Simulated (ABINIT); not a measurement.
## Run report: Ag, optical-spectrum calculation (part 2 of 2)

Ag (P6/mmm, 4 atoms in the cell); Kohn-Sham DFT of a periodic cell, LDA, HGH LDA semicore, no spin polarisation (ABINIT 10.8.3); cutoff 1224.51 eV, 10×10×16 k-mesh, cold smearing of 0.136 eV. The structure was built on a prototype by a generator; it need not be a known phase. The geometry was changed: volume scaled by 0.92.

Geometry of the input (Å; fractional positions):
```
5.3857  0.0000  0.0000
-2.6928  4.6641  0.0000
0.0000  0.0000  2.7264
Ag 0.5000  0.0000  0.0000
Ag 0.0000  0.5000  0.0000
Ag 0.5000  0.5000  0.0000
Ag 0.0000  0.0000  0.5000
```

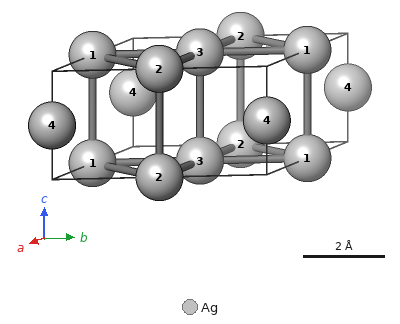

**Figure 1.** The structure as given in the input (ball-and-stick view of the cell of the calculation, seen slightly off an axis; atoms are numbered from 1 in the order of the input). An atom can appear more than once, as a periodic image.

### Log, continued
```
 ------------------------------------------------
 Atom  Sphere_radius  Integrated_density
    1        2.00000          8.42792454
    2        2.00000          8.42792464
    3        2.00000          8.42792454
    4        2.00000          8.40478337
================================================================================

 ----iterations are completed or convergence reached----

 Mean square residual over all n,k,spin=   79.628E-10; max=  12.432E-06
 reduced coordinates (array xred) for    4 atoms
       0.500000000000      0.000000000000      0.000000000000
      -0.000000000000      0.500000000000      0.000000000000
       0.500000000000      0.500000000000      0.000000000000
       0.000000000000      0.000000000000      0.500000000000
 rms dE/dt=  0.0000E+00; max dE/dt=  0.0000E+00; dE/dt below (all hartree)
    1       0.000000000000      0.000000000000      0.000000000000
    2       0.000000000000      0.000000000000      0.000000000000
    3       0.000000000000      0.000000000000      0.000000000000
    4       0.000000000000      0.000000000000      0.000000000000

 cartesian coordinates (angstrom) at end:
    1      2.69282745722755     0.00000076446899     0.00000000000000
    2     -1.34641571473602     2.33205736818553     0.00000000000000
    3      1.34641174249153     2.33205813265453     0.00000000000000
    4      0.00000000000000     0.00000000000000     1.36317563496802

 cartesian forces (hartree/bohr) at end:
    1     -0.00000000000000    -0.00000000000000    -0.00000000000000
    2     -0.00000000000000    -0.00000000000000    -0.00000000000000
    3     -0.00000000000000    -0.00000000000000    -0.00000000000000
    4     -0.00000000000000    -0.00000000000000    -0.00000000000000
 frms,max,avg= 0.0000000E+00 0.0000000E+00   0.000E+00  0.000E+00  0.000E+00 h/b

 cartesian forces (eV/Angstrom) at end:
    1     -0.00000000000000    -0.00000000000000    -0.00000000000000
    2     -0.00000000000000    -0.00000000000000    -0.00000000000000
    3     -0.00000000000000    -0.00000000000000    -0.00000000000000
    4     -0.00000000000000    -0.00000000000000    -0.00000000000000
 frms,max,avg= 0.0000000E+00 0.0000000E+00   0.000E+00  0.000E+00  0.000E+00 e/A
 length scales= 10.177412796970 10.177417801237  5.152057223200 bohr
              =  5.385654914455  5.385657562600  2.726351269936 angstroms
 Fermi (or HOMO) energy (hartree) =   0.24912   Average Vxc (hartree)=  -0.44110
 Eigenvalues (hartree) for nkpt= 248  k points:
 kpt#   1, nband= 27, wtk=  0.00125, kpt=  0.0000  0.0000  0.0313 (reduced coord)
  -0.03915   -0.00233    0.01202    0.01440    0.01440    0.04108    0.04108    0.05856
   0.08274    0.08274    0.08544    0.08864    0.08864    0.13033    0.13033    0.13085
   0.14181    0.14181    0.14249    0.14249    0.16036    0.24082    0.24082    0.24164
   0.38208    0.39594    0.39594
      occupation numbers for kpt#   1
   2.00000    2.00000    2.00000    2.00000    2.00000    2.00000    2.00000    2.00000
   2.00000    2.00000    2.00000    2.00000    2.00000    2.00000    2.00000    2.00000
   2.00000    2.00000    2.00000    2.00000    2.00000    2.08591    2.08591    2.11439
   0.00000    0.00000    0.00000
 prteigrs : prtvol=0 or 1, do not print more k-points.

--- !EnergyTerms
iteration_state     : {dtset: 1, }
comment             : Components of total free energy in Hartree
kinetic             :  1.27829091995313E+02
hartree             :  2.56690186316307E+01
xc                  : -2.28774871077891E+01
Ewald energy        : -1.42916259038535E+02
psp_core            :  9.68132931709017E+00
local_psp           : -9.16639070309312E+01
non_local_psp       : -5.36706282810203E+01
internal            : -1.47948841514241E+02
'-kT*entropy'       :  1.44059528622973E-05
total_energy        : -1.47948827108289E+02
total_energy_eV     : -4.02589267908350E+03
band_energy         :  3.85529166009525E+00
...

 Cartesian components of stress tensor (hartree/bohr^3)
  sigma(1 1)=  6.90358958E-05  sigma(3 2)=  0.00000000E+00
  sigma(2 2)=  6.90369483E-05  sigma(3 1)=  0.00000000E+00
  sigma(3 3)=  5.95829127E-05  sigma(2 1)= -9.11478036E-10

-Cartesian components of stress tensor (GPa)         [Pressure= -1.9384E+00 GPa]
- sigma(1 1)=  2.03110618E+00  sigma(3 2)=  0.00000000E+00
- sigma(2 2)=  2.03113714E+00  sigma(3 1)=  0.00000000E+00
- sigma(3 3)=  1.75298981E+00  sigma(2 1)= -2.68166096E-05

================================================================================
== DATASET  2 ==================================================================

--- !DatasetInfo
iteration_state: {dtset: 2, }
dimensions: {natom: 4, nkpt: 248, mband: 38, nsppol: 1, nspinor: 1, nspden: 1, mpw: 6706, }
cutoff_energies: {ecut:  45.0, pawecutdg:  -1.0, }
electrons: {nelect:   4.40000000E+01, charge:   0.00000000E+00, occopt:   4.00000000E+00, tsmear:   4.99790782E-03, }
meta: {optdriver: 0, ionmov: 0, optcell: 0, iscf: -3, paral_kgb: 0, }
...

 mkfilename : getden/=0, take file _DEN from output of DATASET   1.

 Exchange-correlation functional for the present dataset will be:
  LDA: Perdew-Wang 92 LSD fit to Ceperley-Alder data - ixc=7
  J.P.Perdew and Y.Wang, PRB 45, 13244 (1992)

 Real(R)+Recip(G) space primitive vectors, cartesian coordinates (Bohr,Bohr^-1):
 R(1)= 10.1774128  0.0000029  0.0000000  G(1)=  0.0982568  0.0567287  0.0000000
 R(2)= -5.0887139  8.8138995  0.0000000  G(2)= -0.0000000  0.1134571  0.0000000
 R(3)=  0.0000000  0.0000000  5.1520572  G(3)=  0.0000000  0.0000000  0.1940972
 Unit cell volume ucvol=  4.6215348E+02 bohr^3
 Angles (23,13,12)=  9.00000000E+01  9.00000000E+01  1.20000016E+02 degrees

 getcut: wavevector=  0.0000  0.0000  0.0000  ngfft=  64  64  32
         ecut(hartree)=     45.000   => boxcut(ratio)=   2.05683
--------------------------------------------------------------------------------

================================================================================

--- !BeginCycle
iteration_state: {dtset: 2, }
solver: {iscf: -3, nstep: 120, nline: 4, wfoptalg: 0, }
tolerances: {tolwfr: 1.00E-12, }
...

     iter   Etot(hartree)      deltaE(h)  residm     vres2
 Non-SCF case, kpt    1 (  0.00000  0.00000  0.03125), residuals and eigenvalues=
  3.97E-13  1.89E-13  9.69E-13  4.05E-13  3.95E-13  7.37E-14  9.89E-13  1.68E-13
  7.23E-13  9.80E-13  7.75E-13  7.28E-13  1.66E-13  2.25E-13  3.16E-13  3.38E-13
  4.78E-13  4.11E-13  5.55E-13  4.03E-13  5.09E-13  2.70E-13  1.76E-13  6.40E-13
  3.80E-13  2.26E-13  1.47E-13  4.42E-13  8.70E-13  8.98E-14  1.98E-13  5.38E-13
  5.62E-13  6.38E-13  5.16E-11  6.80E-07  4.39E-05  3.55E-06
 -3.9153E-02 -2.3272E-03  1.2018E-02  1.4405E-02  1.4405E-02  4.1079E-02
  4.1079E-02  5.8559E-02  8.2740E-02  8.2740E-02  8.5443E-02  8.8635E-02
  8.8635E-02  1.3033E-01  1.3033E-01  1.3085E-01  1.4181E-01  1.4181E-01
  1.4249E-01  1.4249E-01  1.6036E-01  2.4082E-01  2.4082E-01  2.4164E-01
  3.8208E-01  3.9594E-01  3.9594E-01  7.1617E-01  7.4104E-01  7.4104E-01
  7.4169E-01  9.0145E-01  9.1317E-01  9.1317E-01  9.3442E-01  9.6751E-01
  9.7890E-01  9.8103E-01
 prteigrs : prtvol=0 or 1, do not print more k-points.

--- !ResultsGS
iteration_state: {dtset: 2, }
comment   : Summary of ground state results
lattice_vectors:
- [ 10.1774128,   0.0000029,   0.0000000, ]
- [ -5.0887139,   8.8138995,   0.0000000, ]
- [  0.0000000,   0.0000000,   5.1520572, ]
lattice_lengths: [  10.17741,   10.17742,    5.15206, ]
lattice_angles: [ 90.000,  90.000, 120.000, ] # degrees, (23, 13, 12)
lattice_volume:   4.6215348E+02
convergence: {deltae:  0.000E+00, res2:  0.000E+00, residm:  9.997E-13, diffor:  0.000E+00, }
etotal    :  -1.47948827E+02
entropy   :   0.00000000E+00
fermie    :   2.49121681E-01
cartesian_stress_tensor: null
pressure_GPa: null
xred      :
- [  5.0000E-01,   0.0000E+00,   0.0000E+00, Ag]
- [ -1.7752E-17,   5.0000E-01,   0.0000E+00, Ag]
- [  5.0000E-01,   5.0000E-01,   0.0000E+00, Ag]
- [  0.0000E+00,   0.0000E+00,   5.0000E-01, Ag]
cartesian_forces: null
force_length_stats: {min: null, max: null, mean: null, }
...

 Integrated electronic density in atomic spheres:
 ------------------------------------------------
 Atom  Sphere_radius  Integrated_density
    1        2.00000          8.42792452
    2        2.00000          8.42792458
    3        2.00000          8.42792452
    4        2.00000          8.40478332
================================================================================

 ----iterations are completed or convergence reached----

 Mean square residual over all n,k,spin=   39.636E-14; max=  99.970E-14
 reduced coordinates (array xred) for    4 atoms
       0.500000000000      0.000000000000      0.000000000000
      -0.000000000000      0.500000000000      0.000000000000
       0.500000000000      0.500000000000      0.000000000000
       0.000000000000      0.000000000000      0.500000000000

 cartesian coordinates (angstrom) at end:
    1      2.69282745722755     0.00000076446899     0.00000000000000
    2     -1.34641571473602     2.33205736818553     0.00000000000000
    3      1.34641174249153     2.33205813265453     0.00000000000000
    4      0.00000000000000     0.00000000000000     1.36317563496802
 length scales= 10.177412796970 10.177417801237  5.152057223200 bohr
              =  5.385654914455  5.385657562600  2.726351269936 angstroms
 Eigenvalues (hartree) for nkpt= 248  k points:
 kpt#   1, nband= 38, wtk=  0.00125, kpt=  0.0000  0.0000  0.0313 (reduced coord)
  -0.03915   -0.00233    0.01202    0.01440    0.01440    0.04108    0.04108    0.05856
   0.08274    0.08274    0.08544    0.08864    0.08864    0.13033    0.13033    0.13085
   0.14181    0.14181    0.14249    0.14249    0.16036    0.24082    0.24082    0.24164
   0.38208    0.39594    0.39594    0.71617    0.74104    0.74104    0.74169    0.90145
   0.91317    0.91317    0.93442    0.96751    0.97890    0.98103
      occupation numbers for kpt#   1
   2.00000    2.00000    2.00000    2.00000    2.00000    2.00000    2.00000    2.00000
   2.00000    2.00000    2.00000    2.00000    2.00000    2.00000    2.00000    2.00000
   2.00000    2.00000    2.00000    2.00000    2.00000    2.08591    2.08591    2.11439
   0.00000    0.00000    0.00000    0.00000    0.00000    0.00000    0.00000    0.00000
   0.00000    0.00000    0.00000    0.00000    0.00000    0.00000
 prteigrs : prtvol=0 or 1, do not print more k-points.

--- !EnergyTerms
iteration_state     : {dtset: 2, }
comment             : Components of total free energy in Hartree
kinetic             :  1.27829090894375E+02
hartree             :  2.56690186316307E+01
xc                  : -2.28774871077891E+01
Ewald energy        : -1.42916259038535E+02
psp_core            :  9.68132931709017E+00
local_psp           : -9.16639070309312E+01
non_local_psp       : -5.36706277143352E+01
internal            : -1.47948842048495E+02
'-kT*entropy'       :  1.44059510676259E-05
total_energy        : -1.47948827642544E+02
...

--- !EnergyTermsDC
iteration_state     : {dtset: 2, }
comment             : '"Double-counting" decomposition of free energy'
band_energy         :  3.85529161756306E+00
Ewald energy        : -1.42916259038535E+02
psp_core            :  9.68132931709017E+00
xc_dc               : -1.85692034103503E+01
internal            : -1.47948841514232E+02
'-kT*entropy'       :  1.44059510676259E-05
total_energy_dc     : -1.47948827108281E+02
...

================================================================================
== DATASET  3 ==================================================================

--- !DatasetInfo
iteration_state: {dtset: 3, }
dimensions: {natom: 4, nkpt: 248, mband: 34, nsppol: 1, nspinor: 1, nspden: 1, mpw: 6706, }
cutoff_energies: {ecut:  45.0, pawecutdg:  -1.0, }
electrons: {nelect:   4.40000000E+01, charge:   0.00000000E+00, occopt:   4.00000000E+00, tsmear:   4.99790782E-03, }
meta: {optdriver: 8, wfk_task: 7, }
...

 mkfilename : getwfk/=0, take file _WFK from output of DATASET   2.

 Exchange-correlation functional for the present dataset will be:
  LDA: Perdew-Wang 92 LSD fit to Ceperley-Alder data - ixc=7
  J.P.Perdew and Y.Wang, PRB 45, 13244 (1992)

--------------------------------------------------------------------------------

 Computation of velocity matrix elements (DDK)

 Parameters extracted from the Abinit header:
    ecut:     45.0
    nkpt:    1600
    mband:   38
    nsppol:  1
    nspinor: 1
    useylm:  0
    inclvkb: 2
    bmin: 1, bmax: 38
    Computing diagonal and off-diagonal matrix elements
    Between band index bmin: 1, bmax: 38

== END DATASET(S) ==============================================================
================================================================================

 -outvars: echo values of variables after computation  --------
            acell      1.0177412797E+01  1.0177417801E+01  5.1520572232E+00 Bohr
           etotal1    -1.4794882711E+02
           etotal2    -1.4794882711E+02
           etotal3     0.0000000000E+00
            fcart1    -0.0000000000E+00 -0.0000000000E+00 -0.0000000000E+00
                      -0.0000000000E+00 -0.0000000000E+00 -0.0000000000E+00
                      -0.0000000000E+00 -0.0000000000E+00 -0.0000000000E+00
                      -0.0000000000E+00 -0.0000000000E+00 -0.0000000000E+00
            fcart3     0.0000000000E+00  0.0000000000E+00  0.0000000000E+00
                       0.0000000000E+00  0.0000000000E+00  0.0000000000E+00
                       0.0000000000E+00  0.0000000000E+00  0.0000000000E+00
                       0.0000000000E+00  0.0000000000E+00  0.0000000000E+00
            rprim      1.0000000000E+00  2.8389081896E-07  0.0000000000E+00
                      -5.0000049171E-01  8.6602511990E-01  0.0000000000E+00
                       0.0000000000E+00  0.0000000000E+00  1.0000000000E+00
           strten1     6.9035895794E-05  6.9036948275E-05  5.9582912660E-05
                       0.0000000000E+00  0.0000000000E+00 -9.1147803570E-10
           strten3     0.0000000000E+00  0.0000000000E+00  0.0000000000E+00
                       0.0000000000E+00  0.0000000000E+00  0.0000000000E+00
           xangst      2.6928274572E+00  7.6446899214E-07  0.0000000000E+00
                      -1.3464157147E+00  2.3320573682E+00  0.0000000000E+00
                       1.3464117425E+00  2.3320581327E+00  0.0000000000E+00
                       0.0000000000E+00  0.0000000000E+00  1.3631756350E+00
             xred      5.0000000000E-01  0.0000000000E+00  0.0000000000E+00
                      -1.7751929836E-17  5.0000000000E-01  0.0000000000E+00
                       5.0000000000E-01  5.0000000000E-01  0.0000000000E+00
                       0.0000000000E+00  0.0000000000E+00  5.0000000000E-01
 Calculation completed.
```

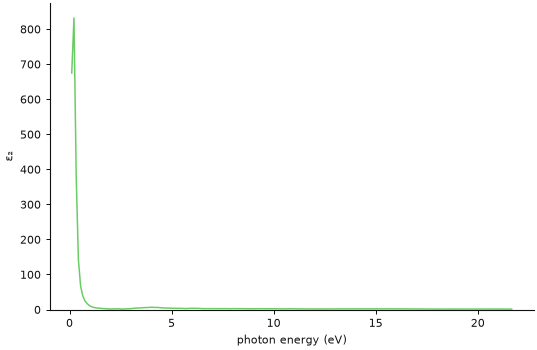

**Figure 2.** Imaginary part of the dielectric function (first component that the program prints). The highest peak, 831.8, lies at 0.22 eV.

### Summary

| quantity | value |
| --- | --- |
| outcome | converged |
| space group (tolerance 0.01 Å) | P6/mmm (191) |
| electrons treated | 44 |
| free energy | −4025.8927 eV |
| Fermi energy | 6.779 eV |
| pressure | −1.94 GPa |
| largest force (length of the vector) | under 0.001 eV/Å |
| wall time | 13 min (CPU time 52 min) |
| peak memory | 8.1 GiB |

### Remarks

Settings chosen away from the usual ones: npulayit set to 2; diemac set to 12.0. Further notes kept with the run: Slow version without MPI-IO support. Processors send data to master. Points of doubt noted for this run: no intraband term.
